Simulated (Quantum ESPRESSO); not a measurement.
**Run report: Dy, band-structure run (part 3 of 3)**

The same run, continued: Dy (4 atoms in the cell); Kohn-Sham DFT of a periodic cell, PBEsol, SSSP 1.3 efficiency PBE, spin-polarised (Quantum ESPRESSO 7.5); cutoff 748.31 eV, 9×9×3 k-mesh, fermi-dirac of 0.05 eV, collinear spins. The structure derives from a Materials Project entry.

Geometry of the input (Å; fractional positions):
```
3.5777  0.0000  0.0000
-1.7889  3.0984  0.0000
0.0000  0.0000  11.4576
Dy 0.6667  0.3333  0.7500
Dy 0.0000  0.0000  0.5000
Dy 0.3333  0.6667  0.2500
Dy 0.0000  0.0000  0.0000
```

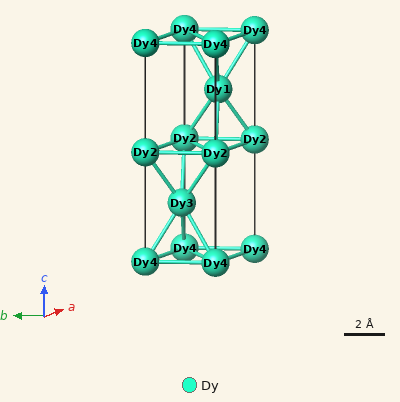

The structure (ball-and-stick view of the cell of the calculation, seen at an oblique angle; atoms are numbered from 1 in the order of the input). An atom can appear more than once, as a periodic image.

Log, continued:
```
          k = 0.0000 0.1518 0.1232 (  5862 PWs)   bands (ev):

   -34.6250 -34.6248 -32.5456 -32.5453 -10.4817 -10.4470 -10.2351 -10.2334
   -10.1871 -10.1862  -8.9343  -8.8876  -8.6844  -8.6833  -8.6328  -8.6315
     8.1065   8.6479   8.9526   8.9542   8.9599   8.9614   9.0581   9.0582
     9.0673   9.0701   9.6432   9.6460   9.6907   9.6939   9.7049   9.7074
    10.2677  10.7715  12.4839  12.4914  12.4968  12.5060  12.6092  12.6102
    12.6908  12.8150  13.0862  13.0939  13.1105  13.1293  13.1802  13.1923
    13.5843  13.6060  14.1440  14.3368  14.3666  14.6051  14.7929

          k = 0.0000 0.3036 0.0000 (  5888 PWs)   bands (ev):

   -34.6151 -34.6149 -32.5341 -32.5337 -10.4559 -10.4135 -10.3929 -10.3803
   -10.2228 -10.2201  -8.9203  -8.8679  -8.8567  -8.8412  -8.6730  -8.6691
     8.7316   8.9449   8.9484   8.9727   8.9751   9.0247   9.0251   9.0813
     9.0837   9.6441   9.6646   9.6748   9.6802   9.7001   9.7047  10.0106
    10.1982  11.6121  12.4405  12.4406  12.4976  12.5045  12.5469  12.5538
    12.5650  12.8016  12.8569  13.0668  13.0752  13.0757  13.1198  13.1562
    13.3882  13.5268  13.6382  13.6755  13.8208  14.2615  15.0884

          k = 0.0000 0.3036 0.1232 (  5888 PWs)   bands (ev):

   -34.6151 -34.6149 -32.5340 -32.5338 -10.4476 -10.4279 -10.3861 -10.3812
   -10.2222 -10.2208  -8.9101  -8.8865  -8.8475  -8.8418  -8.6720  -8.6701
     8.8915   8.9453   8.9525   8.9733   8.9745   9.0248   9.0250   9.0822
     9.0828   9.3646   9.6649   9.6679   9.6798   9.6829   9.7012   9.7035
    10.8881  11.4524  12.4343  12.4502  12.4993  12.5028  12.5486  12.5521
    12.5725  12.6632  12.8781  12.9728  13.0818  13.0868  13.1285  13.1467
    13.3776  13.3954  13.7271  13.8528  13.9708  14.1806  15.0146

          k = 0.0000 0.4554 0.0000 (  5902 PWs)   bands (ev):

   -34.6038 -34.6036 -32.5209 -32.5207 -10.5624 -10.5428 -10.4142 -10.3906
   -10.2626 -10.2589  -9.0450  -9.0187  -8.8795  -8.8663  -8.7175  -8.7121
     8.9349   8.9424   8.9888   8.9901   8.9920   8.9925   9.0994   9.1022
     9.6393   9.6515   9.6957   9.7011   9.7016   9.7196   9.8269  10.6112
    10.7112  11.8739  12.3059  12.3228  12.4797  12.4816  12.4817  12.5140
    12.5305  12.5426  12.7856  12.8706  13.0227  13.0562  13.1473  13.1774
    13.2888  13.4051  13.4344  13.4956  13.9969  14.2190  14.8615

          k = 0.0000 0.4554 0.1232 (  5908 PWs)   bands (ev):

   -34.6037 -34.6037 -32.5208 -32.5207 -10.5581 -10.5483 -10.4077 -10.3960
   -10.2617 -10.2598  -9.0389  -9.0257  -8.8758  -8.8690  -8.7161  -8.7134
     8.9364   8.9401   8.9891   8.9897   8.9921   8.9924   9.0999   9.1013
     9.6471   9.6517   9.6970   9.6997   9.7117   9.7184   9.9164  10.2092
    11.1913  11.6908  12.2193  12.3373  12.4315  12.4802  12.4812  12.5061
    12.5179  12.5261  12.8397  12.8944  13.0445  13.0601  13.1545  13.1694
    13.3108  13.3655  13.5110  13.5299  14.0567  14.2611  14.6902

          k = 0.0000 0.6073 0.0000 (  5902 PWs)   bands (ev):

   -34.5963 -34.5963 -32.5122 -32.5122 -10.6690 -10.6461 -10.4004 -10.3630
   -10.2883 -10.2840  -9.1631  -9.1272  -8.8681  -8.8549  -8.7462  -8.7399
     8.9276   8.9387   8.9730   8.9735   8.9996   9.0000   9.1116   9.1179
     9.6324   9.6477   9.6927   9.6991   9.7512   9.7559  10.4905  10.8052
    11.0772  11.5768  12.2006  12.2306  12.4502  12.4588  12.4594  12.4884
    12.5073  12.5307  12.6727  12.8409  13.0297  13.0372  13.1718  13.1733
    13.1926  13.4206  13.4767  13.5639  13.9221  14.4517  14.5315

          k = 0.0000 0.6073 0.1232 (  5913 PWs)   bands (ev):

   -34.5963 -34.5963 -32.5122 -32.5122 -10.6634 -10.6520 -10.3912 -10.3725
   -10.2872 -10.2851  -9.1534  -9.1354  -8.8653  -8.8586  -8.7446  -8.7415
     8.9302   8.9357   8.9731   8.9734   8.9997   8.9999   9.1130   9.1161
     9.6358   9.6435   9.6943   9.6975   9.7524   9.7547  10.5959  10.8101
    11.0748  11.3950  12.0268  12.2109  12.4176  12.4589  12.4593  12.4700
    12.5126  12.5243  12.8516  12.9316  13.0353  13.0509  13.1761  13.1863
    13.2571  13.4222  13.4568  13.5183  14.1985  14.5728  14.7218

          k = 0.1315 0.2277 0.0000 (  5884 PWs)   bands (ev):

   -34.6181 -34.6178 -32.5377 -32.5372 -10.4685 -10.4182 -10.3409 -10.3307
   -10.2171 -10.2162  -8.9310  -8.8652  -8.7996  -8.7900  -8.6670  -8.6640
     8.4764   8.9490   8.9505   8.9672   8.9699   9.0334   9.0348   9.0766
     9.0799   9.6183   9.6613   9.6677   9.6775   9.7020   9.7047   9.8570
    10.0271  11.4435  12.4613  12.4632  12.4913  12.5002  12.5622  12.5688
    12.5804  12.8612  12.9590  13.0776  13.0887  13.1153  13.1184  13.1541
    13.4410  13.6027  13.7001  13.7874  13.8635  14.3007  15.1201

          k = 0.1315 0.2277 0.1232 (  5886 PWs)   bands (ev):

   -34.6181 -34.6179 -32.5375 -32.5373 -10.4572 -10.4324 -10.3369 -10.3322
   -10.2168 -10.2164  -8.9160  -8.8838  -8.7948  -8.7907  -8.6663  -8.6648
     8.6512   8.9486   8.9501   8.9675   8.9694   9.0307   9.0352   9.0773
     9.0790   9.1554   9.6625   9.6653   9.6773   9.6796   9.7026   9.7040
    10.7344  11.2882  12.4597  12.4655  12.4945  12.4978  12.5634  12.5671
    12.6178  12.7605  12.9257  13.0194  13.0998  13.1009  13.1223  13.1405
    13.4141  13.4332  13.8030  13.9418  14.0863  14.2054  15.0292

          k = 0.1315 0.3795 0.0000 (  5901 PWs)   bands (ev):

   -34.6075 -34.6073 -32.5252 -32.5250 -10.4902 -10.4731 -10.4239 -10.4016
   -10.2674 -10.2658  -8.9644  -8.9442  -8.8921  -8.8666  -8.7223  -8.7192
     8.9425   8.9462   8.9789   8.9812   8.9968   8.9995   9.0941   9.0951
     9.4550   9.6559   9.6592   9.6878   9.6918   9.7097   9.7135  10.5048
    10.6544  12.0653  12.3750  12.3917  12.4285  12.4742  12.5070  12.5321
    12.5788  12.5861  12.8446  12.8596  13.0336  13.0684  13.1349  13.1681
    13.3621  13.4115  13.4593  13.5480  13.6464  14.0131  14.7536

          k = 0.1315 0.3795 0.1232 (  5903 PWs)   bands (ev):

   -34.6074 -34.6073 -32.5252 -32.5250 -10.4872 -10.4790 -10.4168 -10.4060
   -10.2668 -10.2660  -8.9619  -8.9525  -8.8825  -8.8704  -8.7216  -8.7201
     8.9429   8.9446   8.9793   8.9803   8.9979   8.9991   9.0942   9.0948
     9.5871   9.6570   9.6585   9.6884   9.6916   9.7090   9.7151   9.9826
    11.2770  11.8687  12.3449  12.3857  12.4391  12.4716  12.5069  12.5192
    12.5429  12.5822  12.8402  12.8495  13.0413  13.0575  13.1418  13.1586
    13.3298  13.3545  13.5155  13.6203  13.7690  13.9830  14.6524

          k = 0.1315 0.5313 0.0000 (  5917 PWs)   bands (ev):

   -34.5981 -34.5980 -32.5143 -32.5142 -10.6158 -10.5948 -10.3979 -10.3742
   -10.3115 -10.3099  -9.1036  -9.0735  -8.8682  -8.8600  -8.7712  -8.7680
     8.9345   8.9434   8.9731   8.9736   8.9894   8.9917   9.1088   9.1125
     9.6409   9.6519   9.6871   9.6922   9.7419   9.7461  10.4766  10.9769
    11.0233  11.9574  12.1955  12.2593  12.4047  12.4601  12.4690  12.5049
    12.5287  12.5766  12.8191  12.8336  12.9882  13.0543  13.1582  13.1889
    13.2320  13.4036  13.4227  13.4814  13.9037  14.0201  14.4390

          k = 0.1315 0.5313 0.1232 (  5908 PWs)   bands (ev):

   -34.5981 -34.5980 -32.5142 -32.5142 -10.6107 -10.6003 -10.3922 -10.3804
   -10.3108 -10.3099  -9.0961  -9.0810  -8.8662  -8.8619  -8.7704  -8.7688
     8.9365   8.9409   8.9733   8.9735   8.9900   8.9911   9.1096   9.1115
     9.6438   9.6493   9.6884   9.6910   9.7432   9.7453  10.5494  10.7458
    11.3135  11.7241  12.1566  12.2881  12.4092  12.4611  12.4683  12.4793
    12.5273  12.5812  12.8122  12.8938  13.0291  13.0584  13.1632  13.1776
    13.2565  13.3670  13.4463  13.4628  14.0734  14.1374  14.3983

          k = 0.1315 0.6832 0.0000 (  5930 PWs)   bands (ev):

   -34.5944 -34.5943 -32.5099 -32.5099 -10.6642 -10.6421 -10.3927 -10.3585
   -10.3287 -10.3273  -9.1574  -9.1233  -8.8687  -8.8476  -8.7906  -8.7871
     8.9310   8.9423   8.9641   8.9642   8.9937   8.9961   9.1147   9.1201
     9.6354   9.6490   9.6858   9.6913   9.7620   9.7654  10.7739  10.9945
    11.5136  11.6370  12.1913  12.2469  12.4050  12.4264  12.4579  12.4591
    12.5248  12.6604  12.7509  12.8002  13.0152  13.0338  13.1588  13.1724
    13.2009  13.4331  13.4568  13.5408  13.5847  14.1487  14.3156

          k = 0.1315 0.6832 0.1232 (  5912 PWs)   bands (ev):

   -34.5943 -34.5943 -32.5099 -32.5099 -10.6587 -10.6477 -10.3847 -10.3678
   -10.3280 -10.3271  -9.1483  -9.1311  -8.8640  -8.8534  -8.7895  -8.7878
     8.9337   8.9393   8.9642   8.9642   8.9943   8.9955   9.1160   9.1187
     9.6384   9.6452   9.6872   9.6899   9.7628   9.7645  10.9099  11.0926
    11.3199  11.4709  12.0621  12.2396  12.4169  12.4568  12.4584  12.4645
    12.5225  12.5607  12.8470  12.9475  13.0315  13.0400  13.1753  13.1763
    13.2425  13.4342  13.4380  13.4437  13.9020  14.2517  14.3257

          k = 0.2629 0.4554 0.0000 (  5902 PWs)   bands (ev):

   -34.5988 -34.5987 -32.5151 -32.5149 -10.5698 -10.5504 -10.3881 -10.3871
   -10.3477 -10.3448  -9.0517  -9.0264  -8.8703  -8.8622  -8.8082  -8.8068
     8.9433   8.9473   8.9707   8.9715   8.9801   8.9829   9.1084   9.1094
     9.6492   9.6573   9.6815   9.6817   9.7390   9.7431  10.5103  11.1333
    11.1974  12.1088  12.3298  12.3787  12.4120  12.4464  12.4821  12.5212
    12.5302  12.5323  12.6608  12.9314  12.9523  13.0750  13.1494  13.1798
    13.3179  13.3698  13.5441  13.5700  13.6250  13.7859  14.0403

          k = 0.2629 0.4554 0.1232 (  5910 PWs)   bands (ev):

   -34.5987 -34.5987 -32.5150 -32.5150 -10.5652 -10.5555 -10.3891 -10.3886
   -10.3455 -10.3440  -9.0464  -9.0338  -8.8669  -8.8626  -8.8084  -8.8076
     8.9442   8.9462   8.9710   8.9714   8.9806   8.9819   9.1087   9.1091
     9.6514   9.6554   9.6819   9.6820   9.7403   9.7423  10.5826  10.8041
    11.5928  11.9515  12.3460  12.3607  12.4303  12.4541  12.4816  12.5105
    12.5614  12.6209  12.6331  12.8251  13.0223  13.0799  13.1553  13.1695
    13.2611  13.3045  13.4768  13.4773  13.7751  13.8794  14.0942

          k = 0.2629 0.6073 0.0000 (  5917 PWs)   bands (ev):

   -34.5931 -34.5931 -32.5084 -32.5084 -10.6064 -10.5872 -10.4143 -10.4095
   -10.3790 -10.3630  -9.0922  -9.0662  -8.8828  -8.8811  -8.8668  -8.8419
     8.9428   8.9523   8.9550   8.9552   8.9779   8.9831   9.1165   9.1187
     9.6465   9.6545   9.6746   9.6759   9.7681   9.7696  11.3154  11.4823
    11.7331  12.1095  12.2208  12.2540  12.3523  12.4428  12.4625  12.4706
    12.5104  12.5777  12.7765  12.8887  13.0003  13.0449  13.1484  13.2101
    13.2332  13.3216  13.3663  13.4479  13.5393  13.6282  14.0537

          k = 0.2629 0.6073 0.1232 (  5921 PWs)   bands (ev):

   -34.5931 -34.5931 -32.5084 -32.5084 -10.6016 -10.5920 -10.4143 -10.4121
   -10.3737 -10.3659  -9.0861  -9.0731  -8.8817  -8.8799  -8.8615  -8.8487
     8.9451   8.9498   8.9553   8.9554   8.9790   8.9816   9.1170   9.1181
     9.6485   9.6525   9.6750   9.6757   9.7685   9.7692  11.3853  11.5202
    11.6757  11.8849  12.2534  12.2791  12.4092  12.4552  12.4591  12.4827
    12.5212  12.6497  12.6984  12.8201  13.0446  13.1040  13.1202  13.1640
    13.2010  13.2338  13.3979  13.4268  13.7271  13.8697  13.9852

          k = 0.3944 0.6832 0.0000 (  5922 PWs)   bands (ev):

   -34.5911 -34.5911 -32.5061 -32.5061 -10.5432 -10.5176 -10.5155 -10.5155
   -10.3648 -10.3648  -9.0082  -9.0082  -8.9926  -8.9926  -8.8700  -8.8350
     8.9481   8.9481   8.9526   8.9664   8.9664   8.9687   9.1195   9.1195
     9.6578   9.6578   9.6602   9.6675   9.7786   9.7786  12.0599  12.0774
    12.0774  12.1248  12.1248  12.1410  12.3596  12.3596  12.4369  12.5500
    12.5581  12.5581  12.5746  12.5746  12.8662  13.0520  13.1259  13.1259
    13.2793  13.2872  13.2872  13.4242  13.6441  13.8629  13.8629

          k = 0.3944 0.6832 0.1232 (  5943 PWs)   bands (ev):

   -34.5911 -34.5911 -32.5061 -32.5061 -10.5369 -10.5241 -10.5158 -10.5158
   -10.3645 -10.3645  -9.0127  -9.0127  -8.9881  -8.9881  -8.8611  -8.8436
     8.9481   8.9481   8.9566   8.9647   8.9665   8.9665   9.1195   9.1195
     9.6580   9.6580   9.6620   9.6657   9.7786   9.7786  11.9680  11.9680
    12.0827  12.1243  12.2443  12.2443  12.3611  12.3611  12.4446  12.4901
    12.5579  12.5579  12.5710  12.5710  12.9605  13.0377  13.1425  13.1425
    13.2433  13.2433  13.3187  13.3984  13.6791  13.8228  13.9122

     the Fermi energy is    12.5622 ev

!    total energy              =   -3077.24544935 Ry
     total all-electron energy =     -3077.245449 Ry
     estimated scf accuracy    <          2.6E-10 Ry
     smearing contrib. (-TS)   =      -0.02233798 Ry
     internal energy E=F+TS    =   -3077.22311137 Ry

     The total energy is F=E-TS. E is the sum of the following terms:
     one-electron contribution =    -679.28009904 Ry
     hartree contribution      =     372.74836839 Ry
     xc contribution           =    -111.09865557 Ry
     ewald contribution        =    -772.20872088 Ry
     one-center paw contrib.   =   -1887.38400428 Ry

     total magnetization       =    -0.15 Bohr mag/cell
     absolute magnetization    =    19.42 Bohr mag/cell

     convergence has been achieved in  79 iterations

     Forces acting on atoms (cartesian axes, Ry/au):

     atom    1 type  1   force =     0.00000000   -0.00000000    0.00000000
     atom    2 type  1   force =    -0.00000000    0.00000000    0.00000000
     atom    3 type  1   force =     0.00000000   -0.00000000    0.00000000
     atom    4 type  1   force =     0.00000000    0.00000000   -0.00000000

     Total force =     0.000000     Total SCF correction =     0.000000

     Computing stress (Cartesian axis) and pressure

          total   stress  (Ry/bohr**3)                   (kbar)     P=      -13.12
  -0.00010905  -0.00000000   0.00000000          -16.04       -0.00        0.00
  -0.00000000  -0.00010905   0.00000000           -0.00      -16.04        0.00
   0.00000000   0.00000000  -0.00004940            0.00        0.00       -7.27

=------------------------------------------------------------------------------=
   JOB DONE.
=------------------------------------------------------------------------------=
```

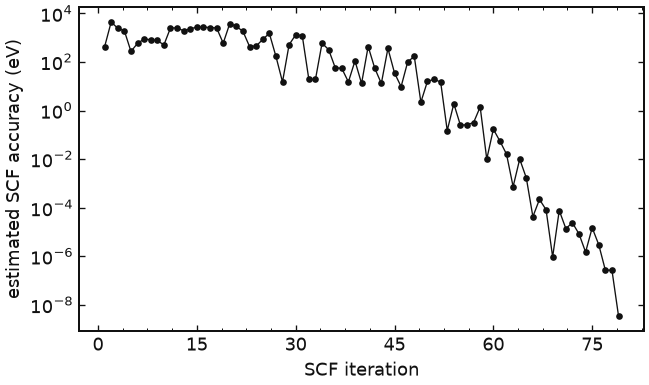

Convergence of the self-consistent field: estimated SCF accuracy against the iteration. The field takes 79 iterations in all.

Summary:

```json
{"quantity": "outcome", "value": "converged"}
{"quantity": "space group (tolerance 0.01 Å)", "value": "P6₃/mmc (194)"}
{"quantity": "electrons treated", "value": "80"}
{"quantity": "free energy", "value": "−41868.0572 eV"}
{"quantity": "Fermi energy", "value": "12.562 eV"}
{"quantity": "gap on the k-point mesh", "value": "none (metallic)"}
{"quantity": "net moment of the cell", "value": "−0.15 μB"}
{"quantity": "integrated absolute moment", "value": "19.42 μB"}
{"quantity": "pressure", "value": "−1.31 GPa"}
{"quantity": "largest force (length of the vector)", "value": "under 0.001 eV/Å"}
{"quantity": "hardware", "value": "2 threads of AMD EPYC (Zen 3), 128 GiB of memory available, shared host"}
{"quantity": "wall time", "value": "36 min (CPU time 71 min)"}
{"quantity": "peak memory", "value": "1.7 GiB"}
```

Notes:

Further notes kept with the run: potentials made for another functional; eigenvalues not converged. Points of doubt noted for this run: potentials made for another functional.
